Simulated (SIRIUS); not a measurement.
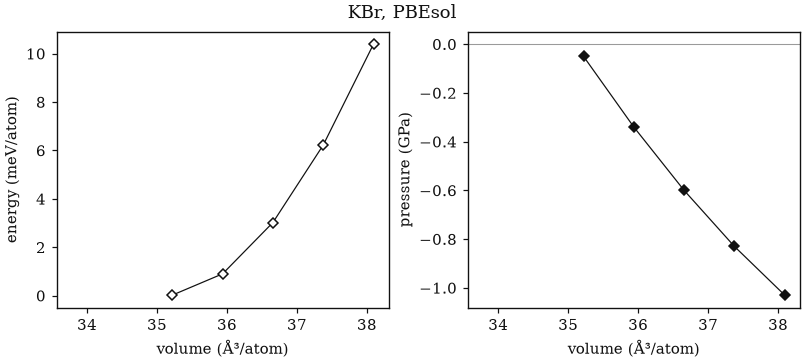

Plotted: energy and pressure against volume for KBr, space group Fm-3m (No. 225).

Starting cell:
```xyz
2
Lattice="0.0000 3.3000 3.3000 3.3000 0.0000 3.3000 3.3000 3.3000 0.0000" Properties=species:S:1:pos:R:3 pbc="T T T"
Br    3.3000    3.3000    3.3000
K     0.0000    0.0000    0.0000
```

How it was computed, with SIRIUS 7.10.0: plane-wave DFT, no spin polarisation; energies at scaled volumes of the given cell, shape and fractions fixed, counted from the fit's minimum, third-order Birch-Murnaghan fit. Level: PBEsol.

- k mesh: 7×7×7
- occupations: Fermi–Dirac
- smearing width: 0.05 eV
- potentials: dojo sr pbesol 0.4.1 standard
- wave cutoff: 1030 eV
- density cutoff: 4119 eV

The points at volume 33.78 Å³/atom and 34.50 Å³/atom are left out of the plot. What values does the calculation give there?

```
volume (Å³/atom)  energy (meV/atom)  pressure (GPa)
           33.78               2.59            0.65
           34.50               0.52            0.28
```
